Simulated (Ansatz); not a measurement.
**MoSe: single-point calculation**

MoSe (2 atoms in the cell), computed with DFT PBE+U, scalar-relativistic, plane waves, PAW, Ueff = 4.38 eV on Mo d, spin-polarised (Ansatz 0.2.0).

The structure was built on a prototype by a generator; it need not be a known phase. It belongs to a series of runs on one base structure; here: volume fm: 1.1 V/V0. Figures and captions count atoms from 1; the log counts them from 0 in places.

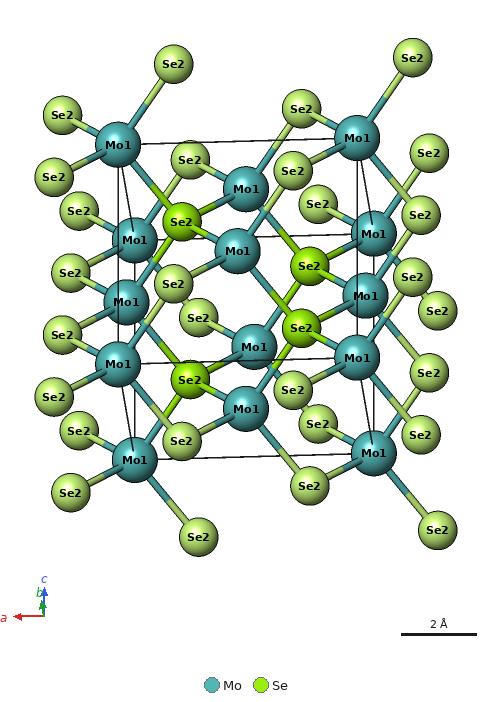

**Figure 1.** The structure (ball-and-stick view of the cell 4 times as large as that of the calculation, set on its symmetry axes, seen at an oblique angle; neighbours outside the cell are drawn fainter; atoms are numbered from 1 in the order of the input). An atom can appear more than once, as a periodic image. Near neighbours in the periodic cell (some may lie outside the picture): Mo has 4 Se at 2.79 Å; Se has 4 Mo at 2.79 Å.

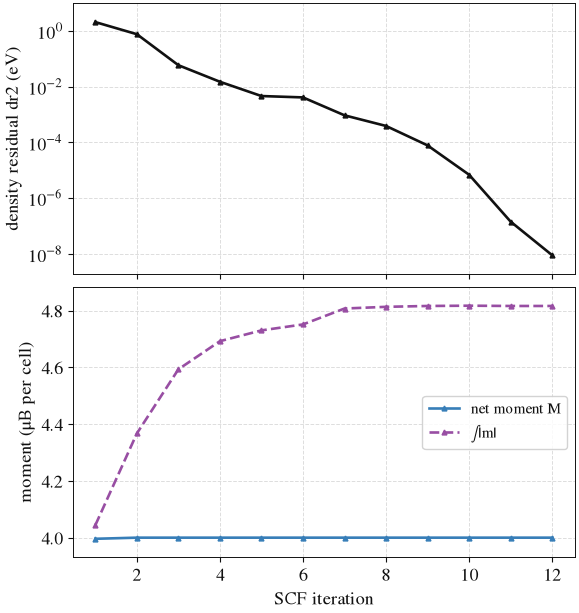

**Figure 2.** Convergence of the self-consistent field: density residual dr2 and magnetic moment against the SCF iteration. The residual falls at every step. The net moment stays at 4.0 μB per cell.

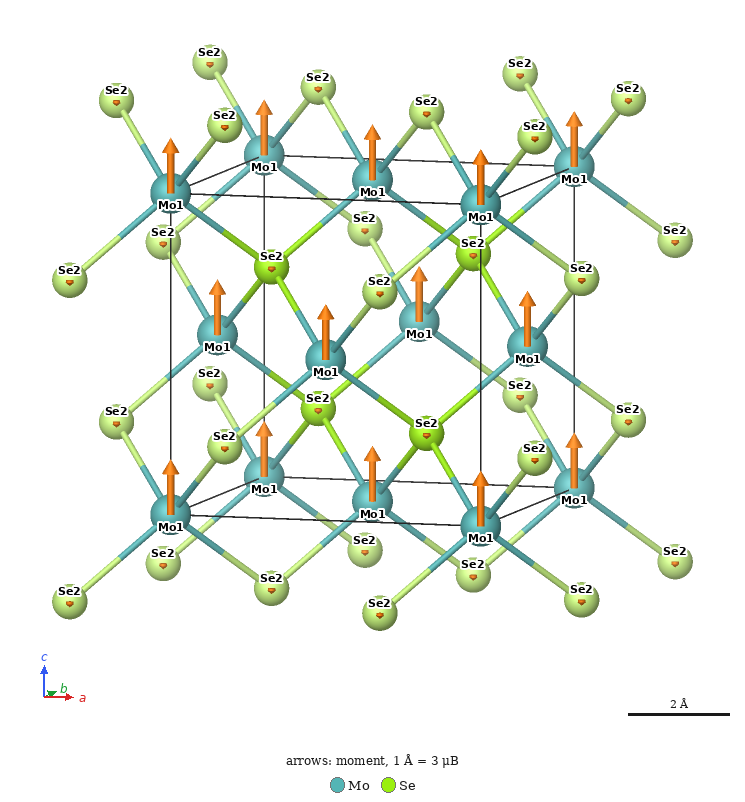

**Figure 3.** Magnetic moments of the sites as orange arrows (ball-and-stick view of the cell 4 times as large as that of the calculation, set on its symmetry axes, seen slightly off an axis; neighbours outside the cell are drawn fainter; atoms are numbered from 1 in the order of the input); small moments hardly show. The run is collinear, so the axis drawn is arbitrary. Site moments: Mo1 (3.35 μB); Se2 (−0.35 μB). They are counted near the atoms and needn't add up to the moment of the cell.

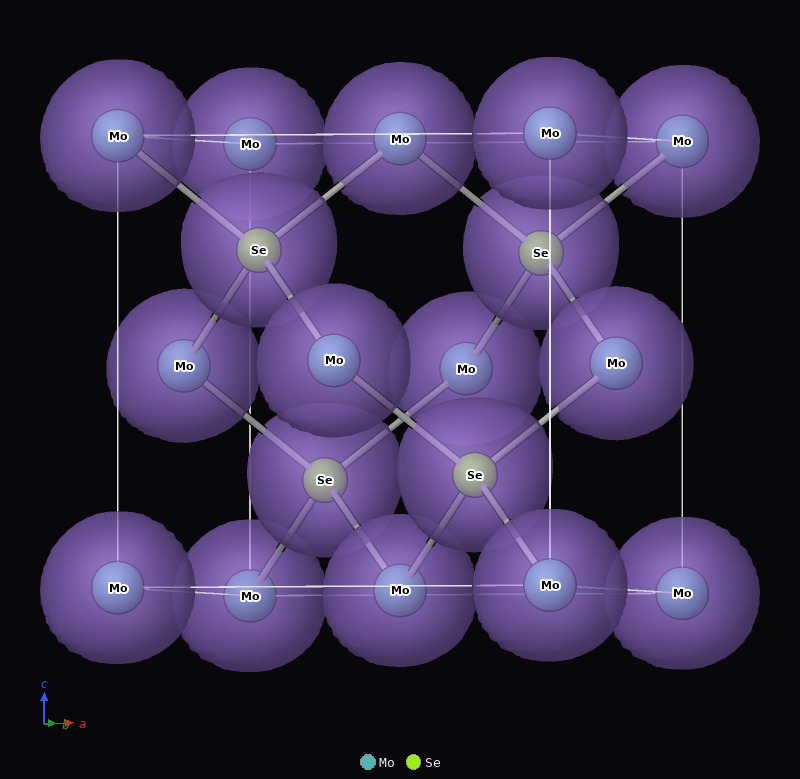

**Figure 4.** Isosurface of the valence pseudo-density at 0.4 e/Å³ (purple), seen at an oblique angle. Sticks mark near contacts. The outline is the cell set on symmetry axes of the magnetic structure. At this value the density breaks into separate islands; it holds about 80 % of the electrons treated as valence (semicore included). It is pinched off along the Mo–Se (2.79 Å) contacts. On the grid the lowest density along these lines, outside the cores, is 0.31 e/Å³ (Mo–Se, 2.79 Å). Core electrons are frozen (PAW), so the fields are smoothed inside the atomic spheres.

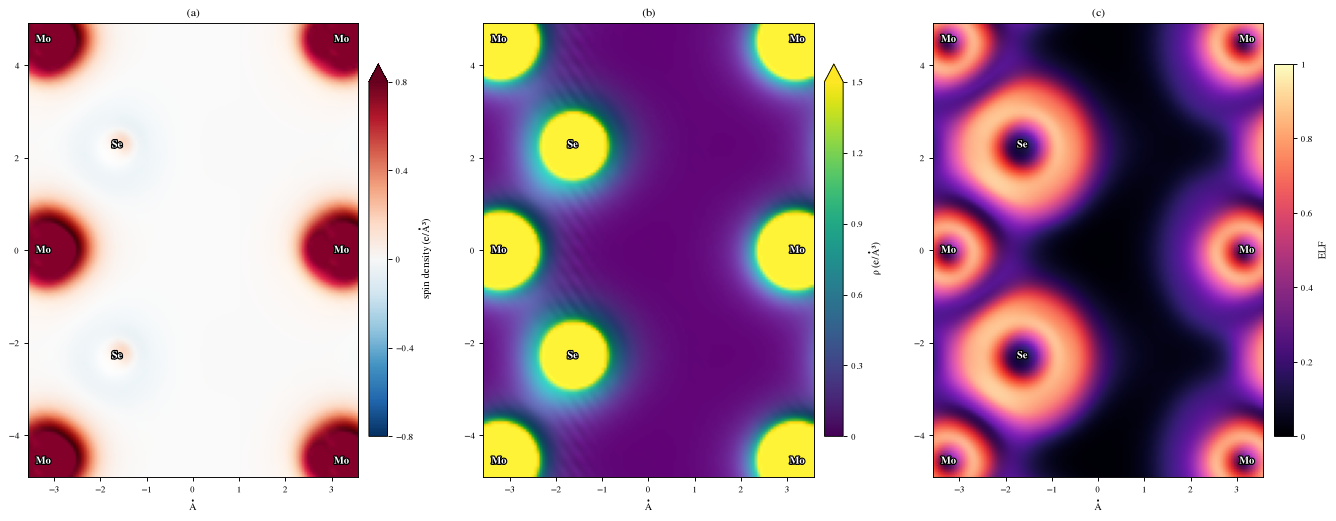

**Figure 5.** (a) spin density; (b) valence electron density; (c) electron localisation function on the (011) plane of the conventional cell of the magnetic structure. The section cuts through Mo and Se sites. Mo–Se (2.79 Å): ρ at the midpoint is about 0.32 e/Å³; the ELF peaks at about 0.80 in the valence shell of Se, 0.9 Å from its nucleus, and drops to about 0.20 between the two atoms. Away from the nuclei the density in this plane falls to 0.007 e/Å³ at its lowest. The strong features right at Mo lie inside the PAW spheres (semicore, d or f shells) and say nothing about bonding. The cell of the calculation (2 atoms) carries 4.0 μB net.

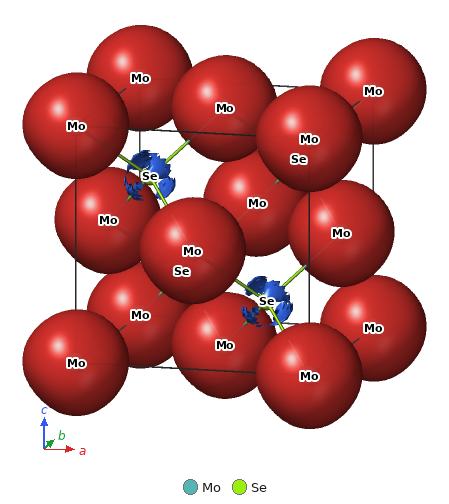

**Figure 6.** Isosurfaces of the spin density (up minus down) at +0.08 (red) and −0.08 e/Å³ (blue), seen slightly off an axis. Sticks mark near contacts. The outline is the cell set on symmetry axes of the magnetic structure. The cell of the calculation (2 atoms) carries 4.0 μB net.

These pictures come from the run below.

Input:
```yaml
crystal:
  lattice:
    - [0.0, 3.2242768696, 3.2242768696]
    - [3.2242768696, 0.0, 3.2242768696]
    - [3.2242768696, 3.2242768696, 0.0]
  atoms:
    - { symbol: Mo, position: [0.0, 0.0, 0.0], spin: 2.0 }
    - { symbol: Se, position: [0.25, 0.25, 0.25] }
basis:
  ecutwfc: 420
kpoints:
  mp_grid: { grid: [12, 12, 12] }
hamiltonian:
  xc: pbe
  hubbard: { sites: [{ species: Mo, l: d, u_eff: 4.38 }] }
scf:
  occupations: { method: gaussian, width: 0.1 }
output:
  forces: true
  stress: true
  eigenvalues: true
  populations: true
  write_density: true
  write_potential: true
  elf: true
  volumetric_format: npy
magnetization:
  spin_polarized: true
```

Command:
```bash
ansatz run input.yaml --threads 1 --pin off --max-ram 2560MiB --backend cpu --events-out ev --progress --plain --runs-dir out
```

Log:
```
Mo: projections on atomic orbitals take those of the free atom [Ar 3d10] 4s2 4p6 4d5 5s1, of charge +0.00 (hamiltonian.pseudopotentials.projection_atoms); the dataset's partial waves leave at most 6.0e-6 of an orbital's norm unspanned inside its sphere
Se: projections on atomic orbitals take those of the free atom [Ar] 3d10 4s2 4p4, of charge +0.00 (hamiltonian.pseudopotentials.projection_atoms); the dataset's partial waves leave at most 2.3e-6 of an orbital's norm unspanned inside its sphere
Engine: ansatz 0.2.0, x86_64-unknown-linux-gnu
Pseudopotentials: kind: paw
Pseudopotential: Mo, paw, valence charge 14, recommended cutoff 420 eV (normal), Mo.paw.azcp
Pseudopotential: Se, paw, valence charge 16, recommended cutoff 420 eV (normal), Se.paw.azcp
Functional definition: PBE
  parameter kappa = 0.804
  parameter beta = 0.06672455060314922
  exchange = pbe_x(kappa = kappa, mu = beta*pi^2/3)
  correlation = pbe_c(beta = beta)
Crystal: 2 atoms, lattice volume = 67.039 Å³
Basis set: ecut = 420 eV, 1363 PW (Γ), exchange–correlation on 64×64×64 points (8 copies of the dense FFT grid, shifted against one another)
Bands: 20, of which v1, the nominal top of the filled ones, is band 15 counted from 1 (14 counted from 0)
Symmetry: 24 space group operations
Space group: F-43m (ITA 216), of the structure as read, at distance tolerance 4.1e-5 Å
Magnetic group: BNS 216.74 (UNI 1576), of the structure as read, at distance tolerance 4.1e-5 Å
k-points: 72 of 1728 (time reversal used)
Non-local potential: Mo, projectors of the file, l = 0: 3, l = 1: 2, l = 2: 2, l = 3: 1
Non-local potential: Se, projectors of the file, l = 0: 2, l = 1: 2, l = 2: 3, l = 3: 1
PAW form: soft (Blöchl's): semilocal exchange-correlation on the pseudo side does not see the compensation charge
PAW one-centre angular grid: Mo, 590 points (default); XC on 64 Gauss nodes
PAW one-centre angular grid: Se, 590 points (default); XC on 64 Gauss nodes
Initial density: superposition of atomic densities (chi_scale 0.1, normalization cell)
Starting moments: Σ|m| = 2 μB on 1 of 2 sites
Initial wavefunctions: pseudopotential atomic-orbital guess
Functional: x = pbe(κ = 0.804, μ = 0.2195149727645171), c = pbe(β = 0.06672455060314922)
SCF iter   1: F=—  HF=-10419.582806 eV  |F-HF|=—  |Δ(HF+E_count)|=         —  Δρ=4.45e-2 (↑2.64e-2 ↓4.45e-2)  dr2=2.05e0  dr2_m=6.06e-1  M=3.996 μB ∫|m|=4.044 μB  β_m=1.00  ethr=3.10e-3  ⟨swp⟩=5.3  Hψ=12208  notcnv=0
preconditioner: auto → Kerker (q_TF=auto, 2.386 Å⁻¹)  [metal: Δε(μ)=0.003 eV  Ē_g=7.458 eV  σ=0.100 eV  W_gap=0.02  n_scr=14 (ndim 8)  ℏωp=15.7 eV  f_vac=0.100  D(μ)=2.39/eV (n_scr^D=14)]
spin=Collinear: Kerker preconditioning applied to the charge; magnetization (m = ρ↑ − ρ↓) channel mixes plain (no charge-response kernel on spin).
SCF iter   2: F=—  HF=-10420.716692 eV  |F-HF|=—  |Δ(HF+E_count)|=    1.13e0  Δρ=1.69e-2 (↑7.88e-3 ↓1.69e-2)  dr2=7.55e-1  dr2_m=2.49e-2  M=4.000 μB ∫|m|=4.367 μB  β_m=1.00  ethr=3.10e-3  ⟨swp⟩=2.2  Hψ=5329  notcnv=0  defer=91
SCF iter   3: F=—  HF=-10420.888741 eV  |F-HF|=—  |Δ(HF+E_count)|=   1.72e-1  Δρ=7.59e-3 (↑7.59e-3 ↓6.47e-3)  dr2=5.84e-2  dr2_m=1.68e-2  M=4.000 μB ∫|m|=4.593 μB  β_m=1.00  ethr=2.52e-3  ⟨swp⟩=2.1  Hψ=4242  notcnv=0  defer=91
SCF iter   4: F=—  HF=-10421.060304 eV  |F-HF|=—  |Δ(HF+E_count)|=   1.72e-1  Δρ=3.35e-3 (↑3.35e-3 ↓1.39e-3)  dr2=1.49e-2  dr2_m=1.86e-3  M=4.000 μB ∫|m|=4.692 μB  β_m=1.00  ethr=1.95e-4  ⟨swp⟩=2.0  Hψ=5503  notcnv=0  defer=91
SCF iter   5: F=—  HF=-10421.155000 eV  |F-HF|=—  |Δ(HF+E_count)|=   9.47e-2  Δρ=1.66e-3 (↑1.66e-3 ↓8.90e-4)  dr2=4.59e-3  dr2_m=3.26e-4  M=4.000 μB ∫|m|=4.730 μB  β_m=0.30  ethr=4.96e-5  ⟨swp⟩=2.4  Hψ=4659  notcnv=0  defer=91
Mixer restart at iter 5: flushing history
spin-set hold released at iteration 5 (site moments contracting): the magnetisation degrees of freedom join the quasi-Newton model from the next iteration; the mixer history was flushed
SCF iter   6: F=—  HF=-10421.205713 eV  |F-HF|=—  |Δ(HF+E_count)|=   5.07e-2  Δρ=1.60e-3 (↑1.60e-3 ↓7.85e-4)  dr2=4.10e-3  dr2_m=4.17e-4  M=4.000 μB ∫|m|=4.751 μB  β_m=0.65  ethr=1.53e-5  ⟨swp⟩=1.6  Hψ=3713  notcnv=0  defer=91
SCF iter   7: F=—  HF=-10421.261877 eV  |F-HF|=—  |Δ(HF+E_count)|=   5.62e-2  Δρ=5.90e-4 (↑5.90e-4 ↓5.33e-4)  dr2=9.35e-4  dr2_m=9.46e-5  M=4.000 μB ∫|m|=4.807 μB  β_m=0.67  ethr=1.37e-5  ⟨swp⟩=2.0  Hψ=4635  notcnv=0  defer=91
SCF iter   8: F=—  HF=-10421.262111 eV  |F-HF|=—  |Δ(HF+E_count)|=   2.34e-4  Δρ=3.18e-4 (↑3.18e-4 ↓2.93e-4)  dr2=3.89e-4  dr2_m=1.83e-5  M=4.000 μB ∫|m|=4.813 μB  β_m=0.83  ethr=3.12e-6  ⟨swp⟩=2.1  Hψ=4644  notcnv=0  defer=91
SCF iter   9: F=—  HF=-10421.262390 eV  |F-HF|=—  |Δ(HF+E_count)|=   2.79e-4  Δρ=1.16e-4 (↑1.16e-4 ↓1.06e-4)  dr2=7.81e-5  dr2_m=4.81e-7  M=4.000 μB ∫|m|=4.816 μB  β_m=0.92  ethr=1.30e-6  ⟨swp⟩=2.0  Hψ=3507  notcnv=0  defer=91
SCF iter  10: F=—  HF=-10421.262475 eV  |F-HF|=—  |Δ(HF+E_count)|=   8.47e-5  Δρ=4.34e-5 (↑4.21e-5 ↓4.34e-5)  dr2=6.94e-6  dr2_m=2.80e-7  M=4.000 μB ∫|m|=4.817 μB  β_m=0.96  ethr=2.60e-7  ⟨swp⟩=2.0  Hψ=3692  notcnv=0  defer=91
SCF iter  11: F=—  HF=-10421.262487 eV  |F-HF|=—  |Δ(HF+E_count)|=   1.20e-5  Δρ=9.43e-6 (↑8.50e-6 ↓9.43e-6)  dr2=1.45e-7  dr2_m=2.09e-8  M=4.000 μB ∫|m|=4.816 μB  β_m=0.98  ethr=2.31e-8  ⟨swp⟩=2.0  Hψ=3655  notcnv=0  defer=91
SCF iter  12: F=-10421.262488 eV  HF=-10421.262488 eV  |F-HF|=1.13e-8  |Δ(HF+E_count)|=   2.72e-7  Δρ=1.92e-6 (↑1.90e-6 ↓1.92e-6)  dr2=9.08e-9  dr2_m=3.17e-10  M=4.000 μB ∫|m|=4.816 μB  ethr=3.33e-10  ⟨swp⟩=11.2  Hψ=19043  notcnv=0
SCF 1 converged in 12 iterations: F = -10421.262488 eV  dr2 = 9.08e-9
  greatest PAW one-centre occupation: 1.000 electrons in one spin orbital (limit 2), on the Se atom at site 1 (counted from 0), in its partial waves of l = 2
SCF converged after 12 iterations
Magnetization: 4.0000 μB (17.0000 up, 13.0000 down)
Absolute magnetization: 4.7941 μB (∫|ρ↑−ρ↓|, with the PAW one-centre terms)
Spin contamination: 0.2868 ħ² per cell (⟨S²⟩ above its minimum at these occupations)
Per-site moments (μB) at R_I (Å): [(3.3498106175115807, 1.1518260921371184), (-0.34933539161826077, 1.1518260921371184)]
Free energy (F): -10421.262488 eV
Harris-Foulkes:  -10421.262488 eV  (|F-HF|=1.13e-8)
Internal energy: -10421.256848 eV  (E = F + TS)
E sigma→0 (E₀):  -10421.259668 eV
Entropy (-TS):   -0.005640 eV (-2.820 meV/atom)
Fermi energy:    6.277866 eV
--- Per-component energies (eV) ---
  E_band       = -663.302227
  E_kinetic    = 556.488939
  E_local      = -4321.848733  (includes V_loc(G=0)·N_el)
  E_nonlocal   = -446.578604
  E_hartree    = 1903.730601
  E_xc         = -284.073518
  E_vxc        = -322.164101  (∫ρ·V_xc dr)
  E_hubbard    = 1.392318  (on-site DFT+U / exact-exchange correction)
  E_vhub       = -7.838654  (the Hubbard potential's part of the band-sum identity)
  E_paw        = -5115.453321  (= ΣΔE_a)
  E_vpaw       = 71.176029  (= ΣTr[D̂ρ^β])
  E_aug_tail   = -0.000540  (compensation charges beyond the density's cutoff)
  E_ewald      = -2714.913991
  E_smearing   = -0.005640  (= −TS)
  E_closure    = 0.000000  (closes the sum)
  Σ components = -10421.262488   (vs F -10421.262488, Δ=0.00e0)
--- Forces (eV/Å), atoms counted from 1 ---
  atom   1  Mo     0.00000000    -0.00000000     0.00000000
  atom   2  Se    -0.00000000    -0.00000000    -0.00000000
  max |Σ_I F_I| component: 9.02e-17 eV/Å
--- Stress (GPa, compression-positive) ---
       -3.449698      -0.000000       0.000000
       -0.000000      -3.449698      -0.000000
        0.000000      -0.000000      -3.449698
  P = ⅓ Tr σ = -3.4497 GPa (-34.497 kbar)
--- Band table (eV; the first three rows and the last of 144) ---
  k-point 0 ↑: bands = ["-54.9423", "-41.1488", "-41.1488", "-41.1488", "-41.1457", "-41.1457", "-29.1744", "-29.1744", "-29.1744", "-6.3119", "2.0271", "2.0271", "2.0271", "3.3757", "3.3757", "6.6450", "7.8863", "7.8863", "7.8863", "12.4892"]
  k-point 1 ↑: bands = ["-54.9423", "-41.1488", "-41.1488", "-41.1487", "-41.1457", "-41.1457", "-29.1749", "-29.1745", "-29.1745", "-6.2991", "2.0102", "2.0486", "2.0486", "3.3719", "3.3719", "6.6285", "7.8196", "7.8196", "7.8630", "12.3238"]
  k-point 2 ↑: bands = ["-54.9423", "-41.1488", "-41.1488", "-41.1487", "-41.1456", "-41.1456", "-29.1764", "-29.1747", "-29.1747", "-6.2647", "1.9877", "2.1028", "2.1028", "3.3732", "3.3732", "6.3822", "7.6314", "7.6314", "7.9877", "12.0257"]
  k-point 71 ↓: bands = ["-52.5721", "-41.2053", "-41.2053", "-41.2053", "-41.2030", "-41.2030", "-26.5334", "-26.5301", "-26.5289", "-6.1983", "3.1887", "3.4341", "3.8345", "9.0490", "9.8000", "10.5899", "10.5983", "11.2389", "13.0553", "13.0849"]
Occupation matrices written to [file]
--- Löwdin populations: 2 sites ---
  site symbol       q [e]    m [muB]
     0     Mo     13.3660     4.4105
     1     Se     16.5183    -0.4908
  spilling = 0.003856 (of n_electrons = 30.000000)
```

File populations.tsv:
```
# site	symbol	l	j	q_up	q_dn
# orbitals = lowdin
# n_electrons = 30.000000
# spilling = 0.003856
# projection_atom_Mo: [Ar 3d10] 4s2 4p6 4d5 5s1
# projection_atom_Se: [Ar] 3d10 4s2 4p4
0	Mo	0_4S	-	0.996181	0.996317
0	Mo	0_5S	-	0.318789	0.207321
0	Mo	1_4P	-	2.997217	2.998201
0	Mo	2_4D	-	4.576061	0.275897
1	Se	0_4S	-	0.940332	0.912035
1	Se	1_4P	-	2.073442	2.592644
1	Se	2_3D	-	4.999982	4.999893
```

Summary:

```csv
quantity,value
outcome,converged
space group (tolerance 0.01 Å),F-43m (216)
electrons treated,30
free energy,−10421.2625 eV
Fermi energy,6.278 eV
gap on the k-point mesh,none (metallic)
net moment of the cell,4.00 μB
integrated absolute moment,4.79 μB
pressure,−3.45 GPa
largest force (length of the vector),under 0.001 eV/Å
hardware,"1 thread of Intel Xeon @ 2.90GHz (Ice Lake), 16 GiB of memory available, shared host"
wall time,19 s
peak memory,0.61 GiB
```

Remarks:

The electronic state found may not be the lowest one.
